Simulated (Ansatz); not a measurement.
# AlN (P6_3mc):C_Al, thermodynamic levels from a 72-atom cell, part 2 of 2

Wanted: the transition levels of a substitutional impurity in AlN (P6_3mc), from a cell of 72 host atoms with 1 Al taken out and 1 C put in.

Ansatz; place-levels on r2SCAN runs: charge-transition levels and formation energies with image-charge correction and potential alignment at the atomic sites; PAW set soft_1.

So far: Set-up; The runs of each charge state.

## (3) place-levels, r2SCAN

A charged cell interacts with its images and the background, and its potential has another zero than the host's. place-levels removes the first by a point-charge model, screened by the static dielectric constant since the ions have relaxed around the charge, and the second by comparing potentials at atoms far from the defect.

The host is a run of the defect-free crystal in the same cutoffs, grids and k-points, so that basis and sampling errors cancel in part in the differences. The host is run in a cell of 8 atoms on a matching mesh. Its band edges are searched through the zone by a band path, so the gap is smaller than, or equal to, that on the mesh. Chemical potentials are energies per atom of Al (fcc) and C (diamond), run with the same functional and cutoff. Carbon is taken as diamond, which semilocal functionals can put about 0.1 eV an atom over graphite.

Input file levels.point.yaml:

```yaml
host:
  run: host.point.run
states: [qm1.point.run, q0_M1.point.run, qp1.point.run]
geometry_from:
  qm1.point.run: qm1.relax.run
  q0_M1.point.run: q0_M1.relax.run
  qp1.point.run: qp1.relax.run
  host.point.run: host.relax.run
chemical_potentials:
  Al:
    energy: -540.418346
    dataset: <sha256 of the dataset>
  C:
    energy: -251.553391
    dataset: "<sha256 of the dataset>"
epsilon: [4.49, 4.49, 4.72]
static_epsilon: [8.15, 8.15, 9.65]
vertical:
  - { from: qm1.point.run, to: qm1.point_neutral.run }
  - { from: qp1.point.run, to: qp1.point_neutral.run }
```

On the command line:

```
ansatz place-levels levels.point.yaml -- --threads 4 --pin off --max-ram 7536MiB
```

The log of the run:

```text
[... repeated set-up lines and file paths are left out, and long positions are rounded to six places ...]
(+1/0) 3.060 eV above the valence edge, 1.817 eV under the conduction edge
(0/-1) 4.866 eV above the valence edge, 0.012 eV under the conduction edge
formation energy of charge +1: +4.991 eV with the Fermi level at the valence edge
formation energy of charge 0: +8.051 eV with the Fermi level at the valence edge
formation energy of charge -1: +12.917 eV with the Fermi level at the valence edge
vertical -1 to 0: no energy, since no alignment is typed
  the change from vertical[0].from (qm1.point.run) to vertical[0].to (qm1.point_neutral.run): by its potential at epsilon [4.49, 4.49, 4.72] it stands at 0.505 0.506 0.473, with an rms radius of about 1.4 Å (0.8 0.9 0.7 Å across the planes of the cell's [...]
vertical +1 to 0: no energy, since no alignment is typed
  the change from vertical[1].from (qp1.point.run) to vertical[1].to (qp1.point_neutral.run): by its potential at epsilon [4.49, 4.49, 4.72] it stands at 0.581 0.418 0.441, with an rms radius of about 2.9 Å (1.9 1.9 1.1 Å across the planes of the cell's [...]
  edges by r2scan, gap 4.878 eV; the host is sampled to repeats of 18.64 Å
  the defect's cells are sampled to repeats of 18.64 Å, like sampling
  charge +1: -33138.5744 eV with its correction of +0.156 eV, at epsilon [8.15, 8.15, 9.65], aligned at sites: -0.1065 eV, mean over 33 atomic sites at or beyond 4.66 Å from the host's site at [0.4444, 0.5556, 0.4997] by the defect at [0.4444, 0.5556, [...]
  charge 0: +0.000 eV for its dipole among its images, +0.038 omitted
  charge -1: -33116.8114 eV with its correction of +0.353 eV, at epsilon [8.15, 8.15, 9.65], aligned at sites: -0.0900 eV, mean over 33 atomic sites at or beyond 4.66 Å from the host's site at [0.4444, 0.5556, 0.4997] by the defect at [0.4444, 0.5556, [...]
  of states[2] (qp1.point.run): it parts from the run at its places by a charge that spreads by about 1.9 Å along one vector (1.4 Å or more is wide), by its potential at epsilon [4.49, 4.49, 4.72], taken for that of held ions (one typed too small widens it), [...]
  of states[1] (q0_M1.point.run): its displacements don't fall off away from the defect: farther atoms stand 0.022 Å off the host's places. [...]
  of states[0] (qm1.point.run): the far atoms show a dipole or second moment of the defect's charge, for which the correction takes or leaves out 0.143 eV: further moments aren't read, and the relaxed atoms' own pattern can pass for one, so compare a larger [...]
  of vertical[0].from (qm1.point.run): its displacements don't fall off away from the defect: farther atoms stand 0.029 Å off the host's places. [...]
  of vertical[0].to (qm1.point_neutral.run): its displacements don't fall off away from the defect: farther atoms stand 0.029 Å off the host's places. [...]
  of vertical[1].from (qp1.point.run): its displacements don't fall off away from the defect: farther atoms stand 0.012 Å off the host's places. [...]
  of vertical[1].to (qp1.point_neutral.run): its displacements don't fall off away from the defect: farther atoms stand 0.012 Å off the host's places. [...]
```

The job ended after 0.4 s (4 threads of Intel Xeon Platinum 8375C at 2.90GHz (Ice Lake), shared host).

Levels between the charges placed, in eV above the valence top:

```tsv
	gap (eV)	(+1/0)	(0/−1)
r2SCAN	4.88	3.06	4.87
```

Corrections by state:

```tsv
charge	moment (μB)	image terms and alignment (eV)	band filling (eV)	ε used	over the lowest of its charge, as the program ranks them, band filling apart (eV)
+1	0.0	0.156	-	principal values (8.15, 8.15, 9.65)	0.000
0	1.0	0.000	-	-	0.000
−1	0.0	0.353	-	principal values (8.15, 8.15, 9.65)	0.000
```

The charged structures listed were also run neutral, and place-levels reads from each pair, by the potential or the spins, how wide the charge is by which they differ; that can be the carrier of either run.

```tsv
charge	rms radius (Å)	spread where it is widest against the cell (Å)	wide from (Å)	reading
+1	2.9	1.90	1.40	wide
−1	1.4	0.94	1.40	narrow
```

The neutral runs of these pairs need not share the spin of the lowest neutral state, and very wide values only mean spread over the cell.

From the program's caveats on the states, each cut to its opening words:

- charge +1: it parts from the run at its places by a charge that spreads by about 1.9 Å along one vector (1.4 Å or more is wide), by its potential at epsilon [4.49, 4.49, [...]
- charge +1: its displacements don't fall off away from the defect: farther atoms stand 0.012 Å off the host's places
- charge 0 (1 μB): its displacements don't fall off away from the defect: farther atoms stand 0.022 Å off the host's places
- charge 0 (1 μB): flagged: stability check not made
- charge −1: the far atoms show a dipole or second moment of the defect's charge, for which the correction takes or leaves out 0.143 eV: further moments aren't read, and [...]
- charge −1: its displacements don't fall off away from the defect: farther atoms stand 0.029 Å off the host's places

Chemical potentials of the elements' reference phases, run alike. Formation energy by charge state (elemental references; gap 4.88 eV):

```tsv
charge	at valence top (eV)	at conduction bottom (eV)	correction included (eV)
+1	4.99	9.87	0.16
0	8.05	8.05	0.00
−1	12.92	8.04	0.35
```

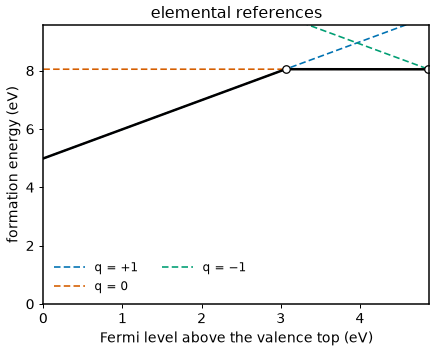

Formation energy against Fermi level; the thick line follows the lowest charge state and circles mark the transition levels.

## (4) The same at the relaxations' own k-points

The relaxations' own energies give the levels at their sampling, for comparison.

Input file levels.relax_mesh.yaml:

```yaml
host:
  run: host.relax.run
states: [qm1.relax.run, q0_M1.relax.run, qp1.relax.run]
chemical_potentials:
  Al:
    energy: -540.418346
    dataset: <sha256 of the dataset>
  C:
    energy: -251.553391
    dataset: "<sha256 of the dataset>"
```

On the command line:

```
ansatz place-levels levels.relax_mesh.yaml -- --threads 4 --pin off --max-ram 7536MiB
```

The log of the run:

```text
(+1/0) 3.116 eV above the valence edge, 1.769 eV under the conduction edge
(0/-1) 4.899 eV above the valence edge, in the conduction band
formation energy of charge +1: +4.975 eV with the Fermi level at the valence edge
formation energy of charge 0: +8.092 eV with the Fermi level at the valence edge
formation energy of charge -1: +12.991 eV with the Fermi level at the valence edge
  edges by r2scan, gap 4.886 eV; the host is sampled to repeats of 13.64 Å
[... the lines on each state left out ...]
```

Wall time 0.14 s (4 threads).

Levels between neighbouring charges, in eV above the valence top:

```tsv
	gap (eV)	(+1/0)	(0/−1)
one point at (¼, ¼, ¼)	4.89	3.12	4.90
a 2×2×2 shifted mesh	4.88	3.06	4.87
```

Going from one point at (¼, ¼, ¼) to a 2×2×2 shifted mesh moves the levels that carry no band-filling term by up to 0.06 eV and formation energies against the elements by up to 0.07 eV.

## (5) Outcome

| Property | Result |
| --- | --- |
| gap of the host | 4.88 eV (r2SCAN) |
| level (plus 1/0) | 3.06 eV above the valence top |
| level (0/minus 1) | 4.87 eV above the valence top |
| lowest of the charges placed, just above the valence top (0.02 eV) | +1 |
| lowest of the charges placed, just below the conduction bottom (0.02 eV) | 0 |
| lowest formation energy at mid-gap of the charges run, elemental references | 7.43 eV |

Of the charges placed (−1, 0 and +1), the lowest changes at 3.06 eV (+1/0) above the valence top, in a gap of 4.88 eV. (0/−1) lies 0.01 eV from a band edge, less than the doubt on such levels. Charges above +1 were not placed, so these runs say nothing of levels that involve them. States placed: +1 at 0 μB; 0 at 1 μB; −1 at 0 μB. Other spin states or structures, where not listed, weren't placed. C is taken at its element; compounds, which aren't counted here, bound the chemical potentials and would shift these formation energies. Going from one point at (¼, ¼, ¼) to a 2×2×2 shifted mesh moves the levels that carry no band-filling term by up to 0.06 eV and formation energies against the elements by up to 0.07 eV. What this leaves open: r2SCAN makes the gap too small and tends to spread out bound carriers; where a gas molecule sets a chemical potential or the host's formation energy, its binding is uncorrected; force components of up to 0.18 eV/Å remain in a run at the final settings.

[Logs are printed without paths, hosts, clocks, repeated set-up lines and the standing remarks that a program may print on its own settings, such as how far it seeks lower states.]

[Hosts, paths, dates, database ids (printed as entryN), source tags and the programs' standing remarks are cut or masked in the printed files.]

[Where a table of states has a column of steps, it counts the stored structures, which are thinned; the runs took as many ionic steps or more.]

[A defect's name tells the site on which it was built; relaxed atoms can leave that site.]

[For some hosts the program warned that the k-mesh of the response run may be too coarse for force constants and the static dielectric constant; such warnings are not shown here.]
